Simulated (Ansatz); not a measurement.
# What a change does: single-point calculation on MoSi2

System: MoSi2 (P1, 9 atoms in the cell).
Method of run 1: Kohn-Sham DFT of a periodic cell, PBE, all-electron LAPW, scalar-relativistic, no spin polarisation (Ansatz 0.2.0).

The structure derives from a Materials Project entry. Text and figures count atoms from 1; the logs count them from 0 in places.

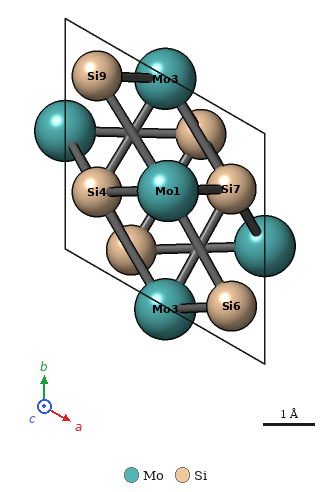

**Figure 1.** The input geometry (ball-and-stick view of the cell of the calculation, along the c axis; atoms are numbered from 1 in the order of the input).

**The input, run 1**
```yaml
crystal:
  lattice:
    - [4.5854715599, 0.0, 0.0]
    - [-2.29273578, 3.9711348592, 0.0]
    - [0.0, 0.0, 6.5797601]
  atoms:
    - { symbol: Mo, position: [0.51437, 0.508672, 0.830883] }
    - { symbol: Mo, position: [-0.000203, 0.512057, 0.169228] }
    - { symbol: Mo, position: [0.501273, -0.011165, 0.500699] }
    - { symbol: Si, position: [0.159299, 0.326528, 0.490466] }
    - { symbol: Si, position: [0.680001, 0.837149, 0.158473] }
    - { symbol: Si, position: [0.833315, 0.168262, 0.834037] }
    - { symbol: Si, position: [0.831339, 0.675271, 0.495928] }
    - { symbol: Si, position: [0.331207, 0.16037, 0.163171] }
    - { symbol: Si, position: [0.159485, 0.83064, 0.833635] }
kpoints:
  mp_grid: { grid: [7, 7, 4] }
scf:
  occupations: { method: fermi_dirac, width: 0.05 }
hamiltonian:
  xc: pbe
  pseudopotentials: { kind: all_electron, lapw: { basis_error: 0.001 } }
output:
  forces: true
  stress: true
  eigenvalues: true
  populations: true
```

Command:
```bash
ansatz run input.yaml --threads 8 --pin off --max-ram 24576MiB --backend cpu --events-out ev --progress --plain --runs-dir out
```

Hardware: 8 threads of Intel Xeon @ 2.90GHz (Ice Lake), 128 GiB of memory available, shared host.

**Output, shortened to warnings, some set-up lines, iterations and results (run 1)**
```
Basis set: ecut = 244.09557138919095 eV, 1043 PW (Γ), exchange–correlation at level 2
Symmetry: 1 space group operations
k-points: 99 of 196 (time reversal used)
Initial density: superposition of atomic densities (chi_scale 0.1, normalization cell, long waves kept (reshape's long-wave potential 0.00 eV rms))
[...]
SCF iter   1: F=—  HF=-377893.419037 eV  |F-HF|=—  |Δ(HF+E_count)|=         —  Δρ=4.75e-2  dr2=3.11e0  ethr=1.92e-3  ⟨swp⟩=2.0  Hψ=62172  notcnv=0
SCF iter   2: F=—  HF=-377891.716804 eV  |F-HF|=—  |Δ(HF+E_count)|=    1.70e0  Δρ=2.59e-2  dr2=1.39e0  ethr=1.92e-3  ⟨swp⟩=3.0  Hψ=28614  notcnv=0
SCF iter   3: F=—  HF=-377891.214059 eV  |F-HF|=—  |Δ(HF+E_count)|=   5.03e-1  Δρ=1.57e-2  dr2=2.24e-1  ethr=8.61e-4  ⟨swp⟩=2.0  Hψ=27231  notcnv=0
SCF iter   4: F=—  HF=-377891.175939 eV  |F-HF|=—  |Δ(HF+E_count)|=         —  Δρ=6.34e-3  dr2=1.40e-1  ethr=1.38e-4  ⟨swp⟩=2.0  Hψ=28809  notcnv=0
SCF iter   5: F=—  HF=-377891.151246 eV  |F-HF|=—  |Δ(HF+E_count)|=   2.47e-2  Δρ=2.94e-3  dr2=1.50e-2  ethr=8.63e-5  ⟨swp⟩=2.0  Hψ=26467  notcnv=0
SCF iter   6: F=—  HF=-377891.151320 eV  |F-HF|=—  |Δ(HF+E_count)|=   7.44e-5  Δρ=1.48e-3  dr2=4.00e-3  ethr=9.24e-6  ⟨swp⟩=2.0  Hψ=27186  notcnv=0
SCF iter   7: F=—  HF=-377891.150435 eV  |F-HF|=—  |Δ(HF+E_count)|=   8.86e-4  Δρ=5.07e-4  dr2=8.58e-4  ethr=2.47e-6  ⟨swp⟩=2.0  Hψ=27185  notcnv=0
SCF iter   8: F=—  HF=-377891.150304 eV  |F-HF|=—  |Δ(HF+E_count)|=   1.31e-4  Δρ=2.21e-4  dr2=8.14e-5  ethr=5.02e-8  ⟨swp⟩=2.0  Hψ=46944  notcnv=0
SCF iter   9: F=—  HF=-377891.150303 eV  |F-HF|=—  |Δ(HF+E_count)|=   1.03e-6  Δρ=6.93e-5  dr2=1.13e-5  ethr=5.02e-8  ⟨swp⟩=2.0  Hψ=27185  notcnv=0
SCF iter  10: F=—  HF=-377891.150302 eV  |F-HF|=—  |Δ(HF+E_count)|=   9.06e-7  Δρ=1.86e-5  dr2=8.71e-7  ethr=6.95e-9  ⟨swp⟩=2.0  Hψ=27185  notcnv=0
SCF iter  11: F=-377891.150302 eV  HF=-377891.150302 eV  |F-HF|=4.48e-8  |Δ(HF+E_count)|=   1.24e-7  Δρ=5.68e-6  dr2=5.69e-8  ethr=5.38e-10  ⟨swp⟩=2.0  Hψ=27185  notcnv=0
SCF 1 converged in 11 iterations: F = -377891.150302 eV  dr2 = 5.69e-8
SCF converged after 11 iterations
Free energy (F): -377891.150302 eV
Harris-Foulkes:  -377891.150302 eV  (|F-HF|=4.48e-8)
Internal energy: -377891.147403 eV  (E = F + TS)
E sigma→0 (E₀):  -377891.148852 eV
Entropy (-TS):   -0.002899 eV (-0.322 meV/atom)
Fermi energy:    18.791915 eV
--- Per-component energies (eV) ---
  E_band       = -16375.019992
  E_kinetic    = 390029.651166
  E_xc         = -13537.900928
  E_electrostatic = -754382.897641  (all electrons and nuclei)
  E_smearing   = -0.002899  (= −TS)
  E_closure    = 0.000000  (closes the sum)
  E_atoms      = -377821.910972  (free atoms, spherical and without spin; not in F)
  Σ components = -377891.150302   (vs F -377891.150302, Δ=0.00e0)
  Basis errors (estimates in eV, not in F): energy 3.5e-4 per atom: plane waves 3.0e-4 (1.6e-4 summed), levels above the bands 1.2e-51, relativity 2.4e-8, radial functions 4.6e-5, core shells 1.1e-7; eigenvalues (radial functions only) 9.7e-7; not estimated: angular momenta, meshes, grids; target …
--- Forces (eV/Å), atoms counted from 1 ---
  atom   1  Mo    -0.90389343    -0.83251649     0.20695121
  atom   2  Mo     0.77267713    -0.96483137    -0.62941823
  atom   3  Mo    -0.68066806     0.91451785    -0.42814261
  atom   4  Si     0.32721799    -0.04994072     0.71175005
  atom   5  Si    -0.42011049     0.19624318     0.57667572
  atom   6  Si     0.36481595     0.05942999    -0.22424786
  atom   7  Si     0.31902574    -0.09775783     0.21212902
  atom   8  Si    -0.00465317     0.35918200     0.08501231
  atom   9  Si     0.22558677     0.41567673    -0.51070936
  max |Σ_I F_I| component: 3.34e-6 eV/Å
--- Stress (GPa, compression-positive) ---
        4.427467      -0.124015       0.745955
       -0.124015       4.371678      -0.213502
        0.745955      -0.213502       4.015744
  P = ⅓ Tr σ = 4.2716 GPa (42.716 kbar)
--- Löwdin populations: 9 sites ---
  site symbol       q [e]
     0     Mo     42.1110
     1     Mo     42.1220
     2     Mo     42.1020
     3     Si     13.8467
     4     Si     13.8297
     5     Si     13.8421
     6     Si     13.8337
     7     Si     13.8419
     8     Si     13.8371
  spilling = 0.003018 (of n_electrons = 210.000000)
```

For run 2 the input was changed thus:
```diff
-    - { symbol: Mo, position: [0.51437, 0.508672, 0.830883] }
-    - { symbol: Mo, position: [-0.000203, 0.512057, 0.169228] }
-    - { symbol: Mo, position: [0.501273, -0.011165, 0.500699] }
-    - { symbol: Si, position: [0.159299, 0.326528, 0.490466] }
-    - { symbol: Si, position: [0.680001, 0.837149, 0.158473] }
-    - { symbol: Si, position: [0.833315, 0.168262, 0.834037] }
-    - { symbol: Si, position: [0.831339, 0.675271, 0.495928] }
-    - { symbol: Si, position: [0.331207, 0.16037, 0.163171] }
-    - { symbol: Si, position: [0.159485, 0.83064, 0.833635] }
+    - { symbol: Mo, position: [0.5, 0.5, 0.8333333333] }
+    - { symbol: Mo, position: [0.0, 0.5, 0.1666666667] }
+    - { symbol: Mo, position: [0.5, 0.0, 0.5] }
+    - { symbol: Si, position: [0.16387298, 0.32774596, 0.5] }
+    - { symbol: Si, position: [0.67225404, 0.83612702, 0.1666666667] }
+    - { symbol: Si, position: [0.83612702, 0.16387298, 0.8333333333] }
+    - { symbol: Si, position: [0.83612702, 0.67225404, 0.5] }
+    - { symbol: Si, position: [0.32774596, 0.16387298, 0.1666666667] }
+    - { symbol: Si, position: [0.16387298, 0.83612702, 0.8333333333] }
```

Predict how the results change.

With the same functional and potentials, run 2 lies 19.8 meV per atom lower. The gap on the mesh goes from 0.06 to 0.27 eV. The pressure goes from 4.27 to 3.56 GPa. The largest force goes from 1.387 to 0.010 eV/Å. The SCF takes 10 iterations against 11. The irreducible k-points go from 99 to 24. The plane waves at Γ go from 1043 to 953. On the same kind of shared host run 2 took about 0.24 times as long.

**Output, shortened to warnings, some set-up lines, iterations and results (run 2)**
```
Basis set: ecut = 233.03100454367822 eV, 953 PW (Γ), exchange–correlation at level 2
Symmetry: 12 space group operations
k-points: 24 of 196 (time reversal used)
Initial density: superposition of atomic densities (chi_scale 0.1, normalization cell, long waves kept (reshape's long-wave potential 0.00 eV rms))
[...]
SCF iter   1: F=—  HF=-377893.588327 eV  |F-HF|=—  |Δ(HF+E_count)|=         —  Δρ=4.47e-2  dr2=2.70e0  ethr=1.66e-3  ⟨swp⟩=2.0  Hψ=15072  notcnv=0
SCF iter   2: F=—  HF=-377891.972420 eV  |F-HF|=—  |Δ(HF+E_count)|=    1.62e0  Δρ=2.66e-2  dr2=1.50e0  ethr=1.66e-3  ⟨swp⟩=3.0  Hψ=7029  notcnv=0
SCF iter   3: F=—  HF=-377891.387440 eV  |F-HF|=—  |Δ(HF+E_count)|=   5.85e-1  Δρ=1.49e-2  dr2=1.91e-1  ethr=9.26e-4  ⟨swp⟩=2.0  Hψ=6409  notcnv=0
SCF iter   4: F=—  HF=-377891.329044 eV  |F-HF|=—  |Δ(HF+E_count)|=         —  Δρ=2.76e-3  dr2=8.80e-3  ethr=5.44e-6  ⟨swp⟩=2.0  Hψ=11713  notcnv=0
SCF iter   5: F=—  HF=-377891.331053 eV  |F-HF|=—  |Δ(HF+E_count)|=   2.01e-3  Δρ=1.63e-3  dr2=5.62e-3  ethr=5.44e-6  ⟨swp⟩=2.0  Hψ=6591  notcnv=0
SCF iter   6: F=—  HF=-377891.328871 eV  |F-HF|=—  |Δ(HF+E_count)|=   2.18e-3  Δρ=7.16e-4  dr2=1.08e-3  ethr=3.47e-6  ⟨swp⟩=2.0  Hψ=6589  notcnv=0
SCF iter   7: F=—  HF=-377891.328395 eV  |F-HF|=—  |Δ(HF+E_count)|=   4.76e-4  Δρ=1.23e-4  dr2=3.10e-5  ethr=6.67e-7  ⟨swp⟩=2.0  Hψ=6589  notcnv=0
SCF iter   8: F=—  HF=-377891.328384 eV  |F-HF|=—  |Δ(HF+E_count)|=   1.09e-5  Δρ=2.10e-5  dr2=1.00e-6  ethr=1.91e-8  ⟨swp⟩=2.0  Hψ=6589  notcnv=0
SCF iter   9: F=—  HF=-377891.328384 eV  |F-HF|=—  |Δ(HF+E_count)|=   2.06e-7  Δρ=6.11e-6  dr2=8.33e-8  ethr=6.18e-10  ⟨swp⟩=2.0  Hψ=6589  notcnv=0
SCF iter  10: F=-377891.328384 eV  HF=-377891.328384 eV  |F-HF|=1.16e-9  |Δ(HF+E_count)|=   2.26e-8  Δρ=7.08e-7  dr2=7.05e-10  ethr=5.14e-11  ⟨swp⟩=2.0  Hψ=6589  notcnv=0
SCF 1 converged in 10 iterations: F = -377891.328384 eV  dr2 = 7.05e-10
SCF converged after 10 iterations
Free energy (F): -377891.328384 eV
Harris-Foulkes:  -377891.328384 eV  (|F-HF|=1.16e-9)
Internal energy: -377891.326666 eV  (E = F + TS)
E sigma→0 (E₀):  -377891.327525 eV
Entropy (-TS):   -0.001718 eV (-0.191 meV/atom)
Fermi energy:    18.841996 eV
--- Per-component energies (eV) ---
  E_band       = -16375.261278
  E_kinetic    = 390028.245257
  E_xc         = -13537.695037
  E_electrostatic = -754381.876885  (all electrons and nuclei)
  E_smearing   = -0.001718  (= −TS)
  E_closure    = 0.000000  (closes the sum)
  E_atoms      = -377821.910972  (free atoms, spherical and without spin; not in F)
  Σ components = -377891.328384   (vs F -377891.328384, Δ=0.00e0)
  Basis errors (estimates in eV, not in F): energy 3.4e-4 per atom: plane waves 2.9e-4 (1.6e-4 summed), levels above the bands 1.7e-50, relativity 2.7e-8, radial functions 4.2e-5, core shells 5.4e-8; eigenvalues (radial functions only) 1.5e-6; not estimated: angular momenta, meshes, grids; target …
--- Forces (eV/Å), atoms counted from 1 ---
  atom   1  Mo     0.00000000     0.00000000     0.00000000
  atom   2  Mo     0.00000000     0.00000000    -0.00000000
  atom   3  Mo     0.00000000     0.00000000     0.00000000
  atom   4  Si    -0.00000000     0.01005404     0.00000000
  atom   5  Si    -0.00870705    -0.00502702     0.00000000
  atom   6  Si    -0.00870705     0.00502702    -0.00000000
  atom   7  Si     0.00000000    -0.01005404     0.00000000
  atom   8  Si     0.00870705     0.00502702     0.00000000
  atom   9  Si     0.00870705    -0.00502702    -0.00000000
  max |Σ_I F_I| component: 8.67e-18 eV/Å
--- Stress (GPa, compression-positive) ---
        3.621422      -0.000000       0.000000
        0.000000       3.621422       0.000000
        0.000000       0.000000       3.436355
  P = ⅓ Tr σ = 3.5597 GPa (35.597 kbar)
--- Löwdin populations: 9 sites ---
  site symbol       q [e]
     0     Mo     42.1102
     1     Mo     42.1102
     2     Mo     42.1102
     3     Si     13.8393
     4     Si     13.8393
     5     Si     13.8393
     6     Si     13.8393
     7     Si     13.8393
     8     Si     13.8393
  spilling = 0.003017 (of n_electrons = 210.000000)
```

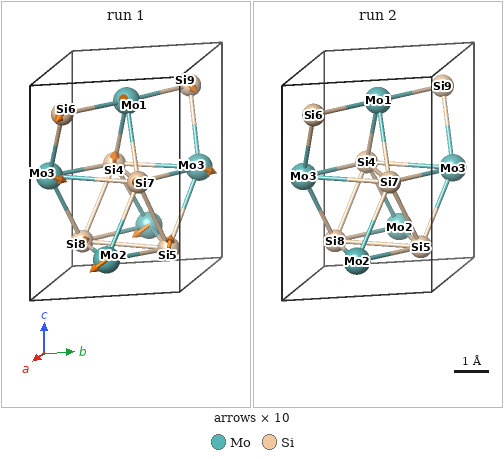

**Figure 2.** The two input geometries at one scale (ball-and-stick view of the cell of the calculation, seen slightly off an axis). The orange arrows on the first give the shifts of the atoms relative to the cell, with their mean removed, magnified 10 times. The atom that moves furthest is Mo2 (0.064 Å). Largest moves by element: Mo 0.064 Å, Si 0.051 Å. (The mean shift of all atoms is removed.) The lattice vectors keep their values. Among the contacts that change: Mo1–Si4 2.647 → 2.568 Å, Mo2–Si8 2.713 → 2.636 Å, Mo1–Si9 2.562 → 2.636 Å, Mo1–Si6 2.705 → 2.636 Å.

**The two runs side by side**

| quantity | run 1 | run 2 |
| --- | --- | --- |
| outcome | converged | converged |
| free energy per atom (eV) | −41987.9056 | −41987.9254 |
| gap on the mesh (eV) | 0.06 | 0.27 |
| pressure (GPa) | 4.27 | 3.56 |
| largest force (eV/Å) | 1.387 | 0.010 |
| SCF iterations | 11 | 10 |
| irreducible k-points | 99 | 24 |
| plane waves at Γ | 1043 | 953 |
| wall time (shared host) | 70 s | 17 s |
